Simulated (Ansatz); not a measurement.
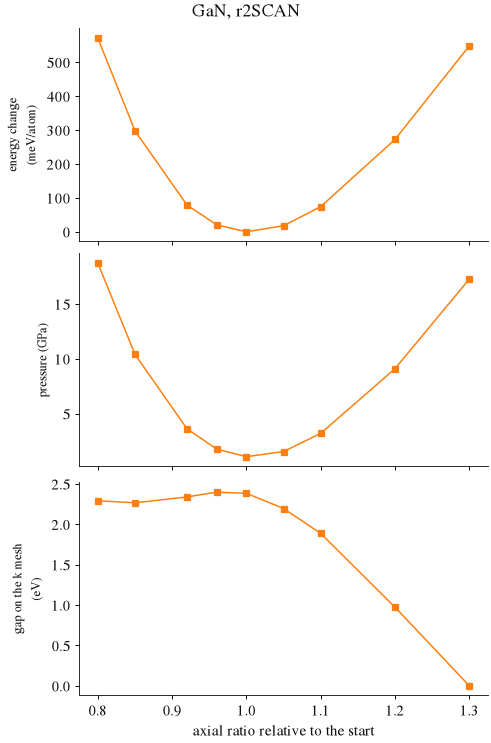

Method: deformation of a crystal at fixed volume, lengths along the axis scaled against those across it, fractional coordinates fixed, by plane-wave density functional theory with PAW datasets, free energies less that of the undisturbed cell, pressure positive in compression; scalar-relativistic (Ansatz 0.2.0). Level: r2SCAN, no spin polarisation.

wave cutoff 500 eV; k mesh 12×12×6; occupations Gaussian; smearing width 0.05 eV; k shift (0, 0, 0) (mesh steps); start as given; path axial; axis direction (0, 0, 1) (Cartesian unit vector).

Starting cell:
```xyz
4
Lattice="3.1800 0.0000 0.0000 -1.5900 2.7540 0.0000 0.0000 0.0000 5.1660" Properties=species:S:1:pos:R:3 pbc="T T T"
Ga    0.0000    1.8360    0.0000
Ga    1.5900    0.9180    2.5830
N     0.0000    1.8360    1.9373
N     1.5900    0.9180    4.5203
```

**Figure.** Energy change, pressure and gap on the k mesh against relative axial ratio for GaN, space group P6_3mc (No. 186).

The energy change is 571 meV/atom at relative axial ratio 0.80 and 548 meV/atom at 1.30; the lowest computed point is at relative axial ratio 1.00 (0 meV/atom), and no other minimum shows. The pressure goes from 18.7 GPa at relative axial ratio 0.80 to 17.3 GPa at 1.30, not monotonically, with a low of 1.1 GPa at 1.00. The gap on the k mesh is zero at relative axial ratio 1.30 and open elsewhere, at most 2.398 eV at 0.96.

Note: gap closes along the scan on a mesh chosen for the insulator; reference crystal is not relaxed; shape and atomic fractions are frozen while scaling, which makes layered, chain and framework solids too stiff.
